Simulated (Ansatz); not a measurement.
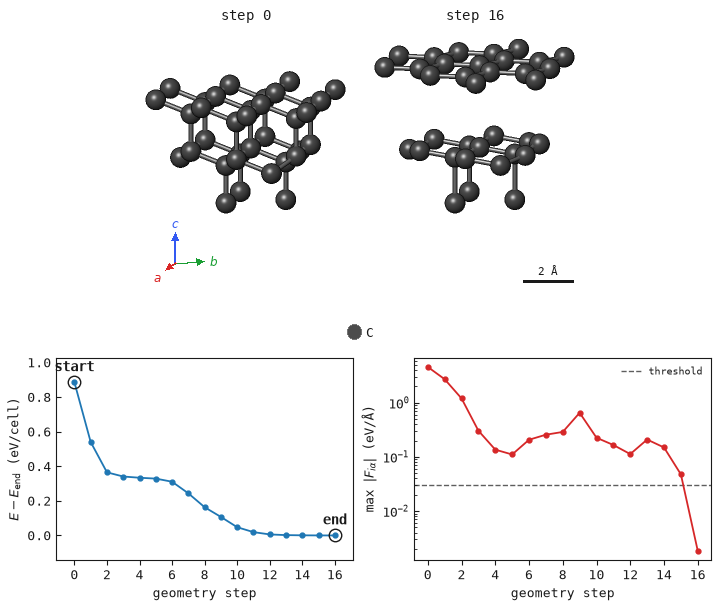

First and last geometry of a constrained relaxation of a slab of composition C (cut from the Fd-3m phase), with the history of the run. Style: ball-and-stick. Shown: the atoms within 4.2 Å of the atom that moves most (axes of the 3 × 3 repeat of the cell, outlined in the plane, without the vacuum), slightly off an axis.

Case: clean slab, lower half held. The slab is the (1 1 1) face of C. 4 atoms are held fixed.

Level of theory: DFT PBEsol, scalar-relativistic, plane waves, PAW in Ansatz 0.2.0. Set-up: plane-wave cutoff 420 eV; k-point mesh 12 × 12 × 1; occupations gaussian; smearing width 0.05 eV; no spin polarisation; dipole correction; atoms relaxed in a fixed cell; force threshold 0.03 eV/Å; at most 70 steps.

> Read the history and describe the run.

It converged. After 16 geometry steps the energy has fallen by 0.886 eV per cell of the calculation. The largest force component goes from 4.6 to 0.0019 eV/Å. The atom that moves furthest is a C atom (1.84 Å along the normal (+c)). The lattice vectors keep their values. Near-neighbour distances that change, for instance: C–C 1.539 → 3.351 Å, C–C 1.539 → 1.873 Å, C–C 1.539 → 1.451 Å. Bonds break, among them: C–C (1.54 → 3.35 Å). Among the angles between lasting bonds that change: C–C–C 109.5° → 98.1°, C–C–C 109.5° → 120.0°, C–C–C 109.5° → 118.0°. The run took 53 s on 2 threads of Arm Neoverse V2 (shared host), peak memory 0.35 GiB.

| step | E − E(0), meV/atom | largest force component, eV/Å |
| --- | --- | --- |
| 0 | 0.00 | 4.5925 |
| 1 | -43.20 | 2.7234 |
| 2 | -65.12 | 1.2049 |
| 3 | -68.14 | 0.3048 |
| 4 | -69.02 | 0.1363 |
| 5 | -69.64 | 0.1110 |
| 6 | -71.91 | 0.2078 |
| 7 | -80.30 | 0.2574 |
| 8 | -90.33 | 0.2897 |
| 9 | -97.36 | 0.6537 |
| 10 | -104.78 | 0.2264 |
| 11 | -108.33 | 0.1662 |
| 12 | -110.00 | 0.1130 |
| 13 | -110.49 | 0.2096 |
| 14 | -110.64 | 0.1497 |
| 15 | -110.72 | 0.0477 |
| 16 | -110.74 | 0.0019 |
